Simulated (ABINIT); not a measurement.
Phonon calculation of Al2Ru (part 1 of 2)

The run: phonon calculation of Al2Ru (3 atoms in the cell). Method and program: Kohn-Sham DFT of a periodic cell, PBEsol, PseudoDojo NC SR PBEsol v0.4.1 standard, no spin polarisation (ABINIT 10.8.3).

The structure derives from a Materials Project entry.

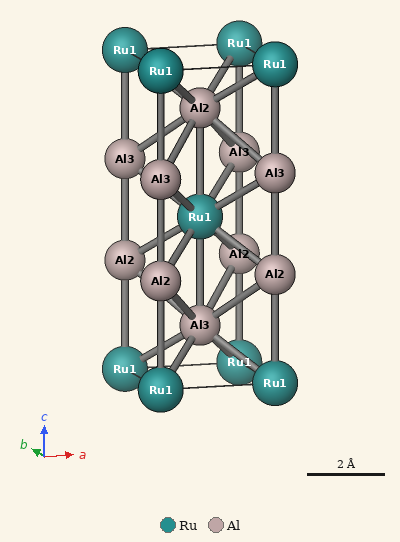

The structure (ball-and-stick view of the cell 2 times as large as that of the calculation, set on its symmetry axes, seen slightly off an axis; atoms are numbered from 1 in the order of the input). An atom can appear more than once, as a periodic image.

The input:
```
# Datasets
ndtset 2

# Pseudopotentials
pp_dirpath "./"
pseudos "Ru.upf, Al.upf"

# Structure
acell 4.7637667558 4.7637667558 4.7637667558 Angstrom
rprim
    -0.3275604579     0.3275604579     0.8862326403
     0.3275604579    -0.3275604579     0.8862326403
     0.3275604579     0.3275604579    -0.8862326403
ntypat 2
znucl 44 13
natom 3
typat 1 2 2
xred
            0.0            0.0            0.0
   0.3407978100   0.3407978100            0.0
   0.6592021900   0.6592021900            0.0

# Plane-wave basis
ecut 38.0

# k points
ngkpt 10 10 10
nshiftk 1
shiftk 0.0 0.0 0.0

# Exchange and correlation
ixc -116133

# Bands and occupations
nband 19
occopt 4
tsmear 0.00499791

# SCF cycle
nstep 80

# Output
prteig 0
prtebands 0
prtwf 0
prtden 0
prtpot 0

# Dataset 1: ground state
kptopt1 1
tolvrs1 1.0e-15
prtwf1 1
tolwfr1 1.0e-14
nbdbuf1 4
nline1 6

# Dataset 2: response at q = 0 to atomic displacements
rfphon2 1
rfatpol2 1 3
rfdir2 1 1 1
getwfk2 1
kptopt2 2
nqpt2 1
qpt2 0.0 0.0 0.0
tolvrs2 1.0e-8
```

File mrgddb.in:
```
merged_DDB
Al2Ru
2
runo_DS1_DDB
runo_DS2_DDB
```

File anaddb.abi:
```
ddb_filepath "merged_DDB"
output_file "anaddb.abo"
outdata_prefix "ana"
asr 2
chneut 0
dipdip 0
dieflag 0
enunit 0
eivec 1
nph1l 1
qph1l 0.0 0.0 0.0 1.0
```

Run on 4 threads of Arm Neoverse V1, 24 GiB of memory available, shared host.

Launched with:
```bash
mpirun --bind-to none -np 4 abinit run.abi > log 2>&1
mrgddb < mrgddb.in > mrgddb.log 2>&1
anaddb anaddb.abi > anaddb.log 2>&1
```

Log:
```
.Version 10.8.3 of ABINIT
 DATASET    1 : space group I4/m m m (#139); Bravais tI (body-center tetrag.)
================================================================================
 Values of the parameters that define the memory need for DATASET  1.
     intxc =       0    ionmov =       0      iscf =       7    lmnmax =       6
     lnmax =       6     mgfft =      50  mpssoang =       3    mqgrid =    3001
     natom =       3  nloc_mem =       1    nspden =       1   nspinor =       1
    nsppol =       1      nsym =      16    n1xccc =    2501    ntypat =       2
    occopt =       4   xclevel =       2
       mpw =        3130          nfft =      125000          nkpt =         102
================================================================================
================================================================================

 DATASET    2 : space group I4/m m m (#139); Bravais tI (body-center tetrag.)
================================================================================
 Values of the parameters that define the memory need for DATASET  2 (RF).
     intxc =       0      iscf =       7    lmnmax =       6     lnmax =       6
     mgfft =      50  mpssoang =       3    mqgrid =    3001     natom =       3
  nloc_mem =       1    nspden =       1   nspinor =       1    nsppol =       1
      nsym =      16    n1xccc =    2501    ntypat =       2    occopt =       4
   xclevel =       2
      nfft =      125000          nkpt =         504
================================================================================
================================================================================

--------------------------------------------------------------------------------
------------- Echo of variables that govern the present computation ------------
--------------------------------------------------------------------------------
 -outvars: echo values of preprocessed input variables --------
            acell      9.0022144962E+00  9.0022144962E+00  9.0022144962E+00 Bohr
              amu      1.01070000E+02  2.69815390E+01
             ecut      3.80000000E+01 Hartree
           getwfk1          0
           getwfk2          1
                       outvar_i_n : Printing only first  50 k-points.
              ixc     -116133
           jdtset        1    2
                       outvar_i_n : Printing only first  50 k-points.
           kptopt1          1
           kptopt2          2
         kptrlatt       10    0    0      0   10    0      0    0   10
          kptrlen      5.89753900E+01
            natom           3
            nband1         19
            nband2         19
           nbdbuf1          4
           nbdbuf2          2
           ndtset           2
            ngfft          50      50      50
             nkpt1        102
             nkpt2        504
            nline1          6
            nline2          4
             nqpt1          0
             nqpt2          1
            nstep          80
             nsym          16
           ntypat           2
                       prtocc : prtvol=0, do not print more k-points.
                       prtocc : prtvol=0, do not print more k-points.
           occopt           4
        optdriver1          0
        optdriver2          1
           prtden           0
        prtebands           0
           prteig           0
            prtwf1          1
            prtwf2          0
           rfphon1          0
           rfphon2          1
            rprim     -3.2756045790E-01  3.2756045790E-01  8.8623264030E-01
                       3.2756045790E-01 -3.2756045790E-01  8.8623264030E-01
                       3.2756045790E-01  3.2756045790E-01 -8.8623264030E-01
          spgroup         139
           tolvrs1     1.00000000E-15
           tolvrs2     1.00000000E-08
           tolwfr1     1.00000000E-14
           tolwfr2     0.00000000E+00
           tsmear      4.99791000E-03 Hartree
            typat      1  2  2
                       outvars : Printing only first  50 k-points.
           xangst      0.0000000000E+00  0.0000000000E+00  0.0000000000E+00
                      -7.5877300101E-17  2.2016152498E-17  2.8775641985E+00
                       1.7009675661E-16 -2.7427989809E-16  5.5660469811E+00
            xcart      0.0000000000E+00  0.0000000000E+00  0.0000000000E+00
                      -1.4338731636E-16  4.1604498568E-17  5.4378082448E+00
                       3.2143628489E-16 -5.1831388923E-16  1.0518304398E+01
             xred      0.0000000000E+00  0.0000000000E+00  0.0000000000E+00
                       3.4079781000E-01  3.4079781000E-01 -1.7258523888E-17
                       6.5920219000E-01  6.5920219000E-01 -3.3383010128E-17
            znucl       44.00000   13.00000

================================================================================

 chkinp: Checking input parameters for consistency, jdtset=   1.

 chkinp: Checking input parameters for consistency, jdtset=   2.

================================================================================
== DATASET  1 ==================================================================

--- !DatasetInfo
iteration_state: {dtset: 1, }
dimensions: {natom: 3, nkpt: 102, mband: 19, nsppol: 1, nspinor: 1, nspden: 1, mpw: 3130, }
cutoff_energies: {ecut:  38.0, pawecutdg:  -1.0, }
electrons: {nelect:   2.20000000E+01, charge:   0.00000000E+00, occopt:   4.00000000E+00, tsmear:   4.99791000E-03, }
meta: {optdriver: 0, ionmov: 0, optcell: 0, iscf: 7, paral_kgb: 0, }
...

 Real(R)+Recip(G) space primitive vectors, cartesian coordinates (Bohr,Bohr^-1):
 R(1)= -2.9487695  2.9487695  7.9780563  G(1)=  0.0000000  0.1695623  0.0626719
 R(2)=  2.9487695 -2.9487695  7.9780563  G(2)=  0.1695623  0.0000000  0.0626719
 R(3)=  2.9487695  2.9487695 -7.9780563  G(3)=  0.1695623  0.1695623  0.0000000
 Unit cell volume ucvol=  2.7748451E+02 bohr^3
 Angles (23,13,12)=  1.41758456E+02  1.41758456E+02  5.51928116E+01 degrees

 getcut: wavevector=  0.0000  0.0000  0.0000  ngfft=  50  50  50
         ecut(hartree)=     38.000   => boxcut(ratio)=   2.00280

--- Pseudopotential description ------------------------------------------------
- pspini: atom type   1  psp file is ./Ru.upf
  44.00000  16.00000  180301                  znucl, zion, pspdat
12 -116133 2 -1 1584                          pspcod,pspxc,lmax,lloc,mmax
     nproj     2     2     2

- pspini: atom type   2  psp file is ./Al.upf
  13.00000   3.00000  180301                  znucl, zion, pspdat
12 -116133 2 -1 1876                          pspcod,pspxc,lmax,lloc,mmax
     nproj     2     2     2

   4.75509610E+02                                ecore*ucvol(ha*bohr**3)
--------------------------------------------------------------------------------

================================================================================

--- !BeginCycle
iteration_state: {dtset: 1, }
solver: {iscf: 7, nstep: 80, nline: 6, wfoptalg: 0, }
tolerances: {tolwfr: 1.00E-14, tolvrs: 1.00E-15, }
...

     iter   Etot(hartree)      deltaE(h)  residm     vres2
 ETOT  1  -105.61808858409    -1.056E+02 3.534E-02 8.634E+02
 ETOT  2  -105.14199133902     4.761E-01 4.550E-05 6.897E+03
 ETOT  3  -105.73701641486    -5.950E-01 3.032E-03 1.213E+00
 ETOT  4  -105.73714843465    -1.320E-04 3.398E-06 1.279E-01
 ETOT  5  -105.73716409452    -1.566E-05 3.830E-07 1.459E-02
 ETOT  6  -105.73716523946    -1.145E-06 2.180E-08 8.304E-04
 ETOT  7  -105.73716530844    -6.899E-08 9.580E-10 1.052E-05
 ETOT  8  -105.73716530886    -4.185E-10 1.141E-11 1.029E-07
 ETOT  9  -105.73716530887    -1.035E-11 2.088E-13 6.022E-10
 ETOT 10  -105.73716530887    -1.137E-13 9.785E-15 6.429E-11
 ETOT 11  -105.73716530888    -1.634E-12 9.670E-15 9.891E-13
 ETOT 12  -105.73716530887     3.809E-12 9.638E-15 1.286E-14
 ETOT 13  -105.73716530887    -3.553E-13 9.647E-15 2.156E-16

 At SCF step   13  max residual=  9.65E-15 < tolwfr=  1.00E-14 AND vres2   =  2.16E-16 < tolvrs=  1.00E-15 =>converged.

 Cartesian components of stress tensor (hartree/bohr^3)
  sigma(1 1)=  1.60768110E-05  sigma(3 2)=  0.00000000E+00
  sigma(2 2)=  1.60768110E-05  sigma(3 1)=  0.00000000E+00
  sigma(3 3)=  4.32885155E-05  sigma(2 1)=  0.00000000E+00

--- !ResultsGS
iteration_state: {dtset: 1, }
comment   : Summary of ground state results
lattice_vectors:
- [ -2.9487695,   2.9487695,   7.9780563, ]
- [  2.9487695,  -2.9487695,   7.9780563, ]
- [  2.9487695,   2.9487695,  -7.9780563, ]
lattice_lengths: [   9.00221,    9.00221,    9.00221, ]
lattice_angles: [141.758, 141.758,  55.193, ] # degrees, (23, 13, 12)
lattice_volume:   2.7748451E+02
convergence: {deltae: -3.553E-13, res2:  2.156E-16, residm:  9.647E-15, diffor: null, }
etotal    :  -1.05737165E+02
entropy   :   0.00000000E+00
fermie    :   4.39443627E-01
cartesian_stress_tensor: # hartree/bohr^3
- [  1.60768110E-05,   0.00000000E+00,   0.00000000E+00, ]
- [  0.00000000E+00,   1.60768110E-05,   0.00000000E+00, ]
- [  0.00000000E+00,   0.00000000E+00,   4.32885155E-05, ]
pressure_GPa:  -7.3986E-01
xred      :
- [  0.0000E+00,   0.0000E+00,   0.0000E+00, Ru]
- [  3.4080E-01,   3.4080E-01,  -1.7259E-17, Al]
- [  6.5920E-01,   6.5920E-01,  -3.3383E-17, Al]
cartesian_forces: # hartree/bohr
- [ -9.80478736E-20,  -6.19078011E-20,  -0.00000000E+00, ]
- [  3.34043963E-20,  -3.88757485E-20,   5.51752268E-04, ]
- [  6.46434773E-20,   1.00783550E-19,  -5.51752268E-04, ]
force_length_stats: {min:   1.15956722E-19, max:   5.51752268E-04, mean:   3.67834846E-04, }
...

 Integrated electronic density in atomic spheres:
 ------------------------------------------------
 Atom  Sphere_radius  Integrated_density
    1        2.00000         12.94253517
    2        2.00000          0.97321990
    3        2.00000          0.97321990
================================================================================

 ----iterations are completed or convergence reached----

 Mean square residual over all n,k,spin=   80.870E-17; max=  96.472E-16
 reduced coordinates (array xred) for    3 atoms
       0.000000000000      0.000000000000      0.000000000000
       0.340797810000      0.340797810000     -0.000000000000
       0.659202190000      0.659202190000     -0.000000000000
 rms dE/dt=  3.5941E-03; max dE/dt=  4.4019E-03; dE/dt below (all hartree)
    1       0.000000000000      0.000000000000      0.000000000000
    2      -0.004401910673     -0.004401910673      0.004401910673
    3       0.004401910673      0.004401910673     -0.004401910673
```
